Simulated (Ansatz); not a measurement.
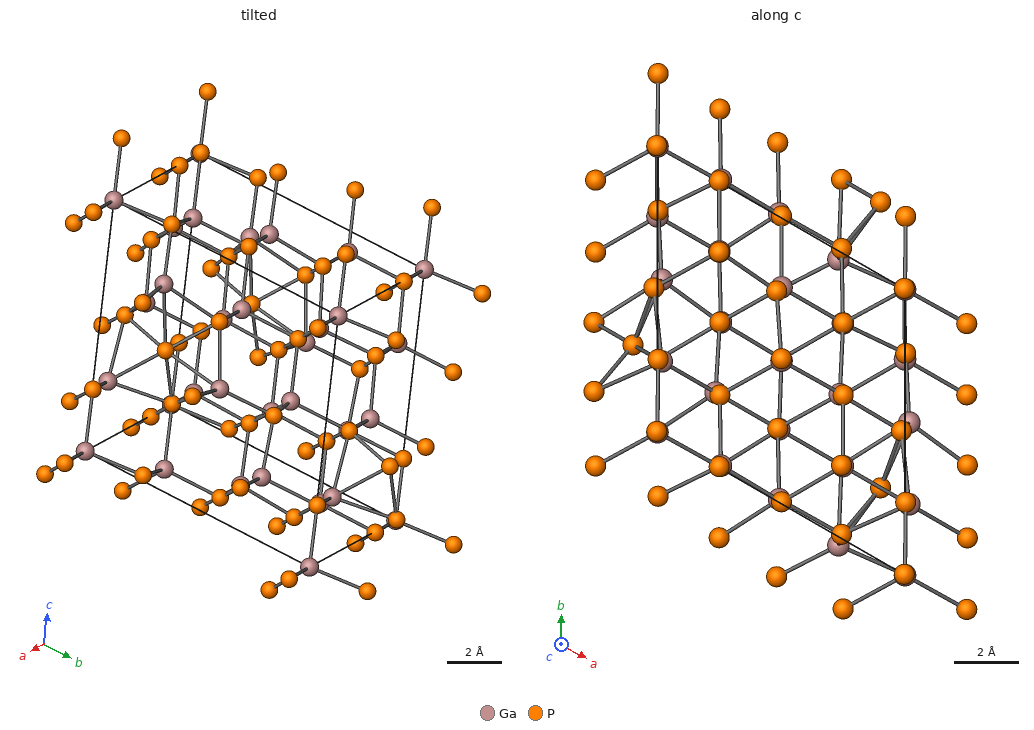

Structure drawing (ball-and-stick), viewed slightly off an axis and along the c axis. The lines enclose the simulation cell; boundary atoms appear with their images. Some atoms of the next cells are drawn as well.

Describe the crystal.

The material is Ga₁₆P₁₇. In the cell are 16 Ga, 17 P, which makes 1 formula unit. The bonds build a three-dimensional framework.

The structure was taken from a structure listed in the Materials Project, repeated into a supercell with a point defect put in. The atoms were relaxed in a fixed cell with DFT PBE, scalar-relativistic, plane waves, PAW in Ansatz 0.2.0.
